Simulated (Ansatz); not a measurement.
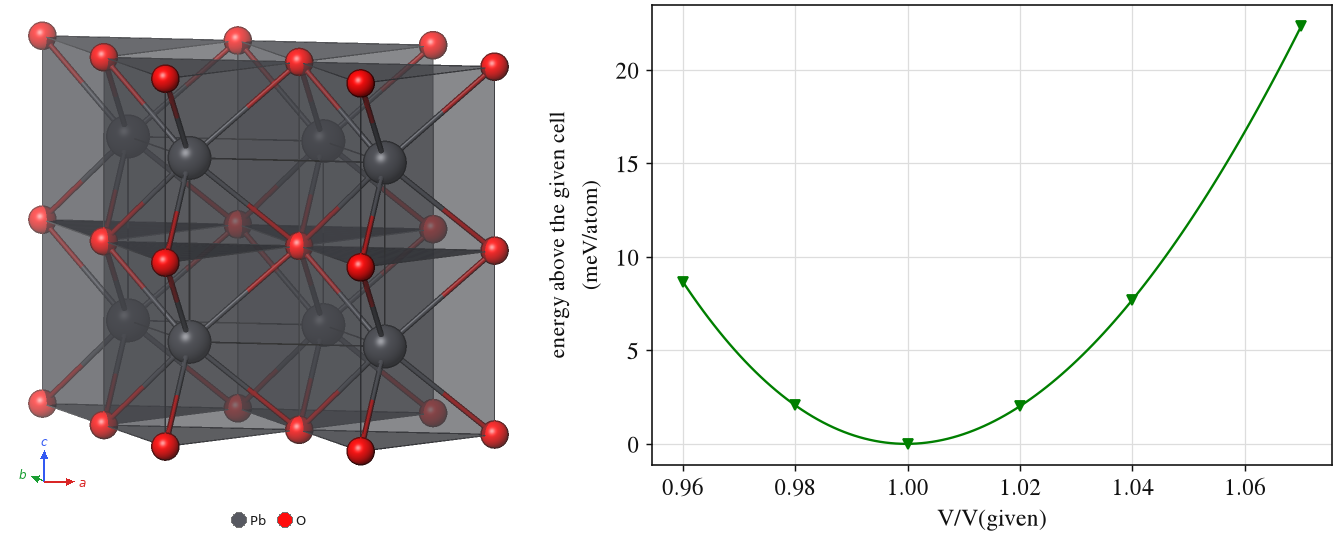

The picture above shows the energy above the given cell against V/V(given) for PbO, space group P-6m2 (No. 187) (cell built by us, not taken from a database). The conventional cell is drawn beside the plot.

Starting cell:
```cif
data_structure
_symmetry_space_group_name_H-M 'P 1'
_symmetry_Int_Tables_number 1
_cell_length_a 3.5261
_cell_length_b 3.5261
_cell_length_c 3.2671
_cell_angle_alpha 90.000
_cell_angle_beta 90.000
_cell_angle_gamma 120.000
_cell_volume 35.18
loop_
_atom_site_label
_atom_site_type_symbol
_atom_site_fract_x
_atom_site_fract_y
_atom_site_fract_z
_atom_site_occupancy
Pb1 Pb 0.00000 0.00000 0.00000 1
O1 O 0.66667 0.33333 0.50000 1
```

Computed with Ansatz 0.2.0: plane-wave density functional theory, PAW datasets, Gaussian smearing 0.05 eV: equation of state, the given cell scaled in volume with shape and atoms relaxed at each volume; third-order Birch-Murnaghan fit. Level: r2SCAN, no spin polarisation.

- PAW set: soft_2
- wave cutoff: 500 eV
- k mesh: 12×12×10
- symmetry use: detected

V(given) is 17.59 Å³/atom.

From this curve and the settings, what does the calculation give for the pressure and gap on the k mesh at the same points?

The pressure falls from 4.120 GPa at V/V(given) 0.96 to −5.452 GPa at 1.07, and changes sign near 1.00. The gap on the k mesh stays open and runs from 0.200 eV at V/V(given) 0.96 to 0.276 eV at 1.07.

| V/V(given) | pressure (GPa) | gap on the k mesh (eV) |
| --- | --- | --- |
| 0.96 | 4.120 | 0.200 |
| 0.98 | 1.940 | 0.258 |
| 1.00 | −0.021 | 0.261 |
| 1.02 | −1.785 | 0.266 |
| 1.04 | −3.370 | 0.270 |
| 1.07 | −5.452 | 0.276 |

Limits of the calculation: a displaced or strained cell of this compound lies below its relaxed cell; the elastic constants find this structure unstable.
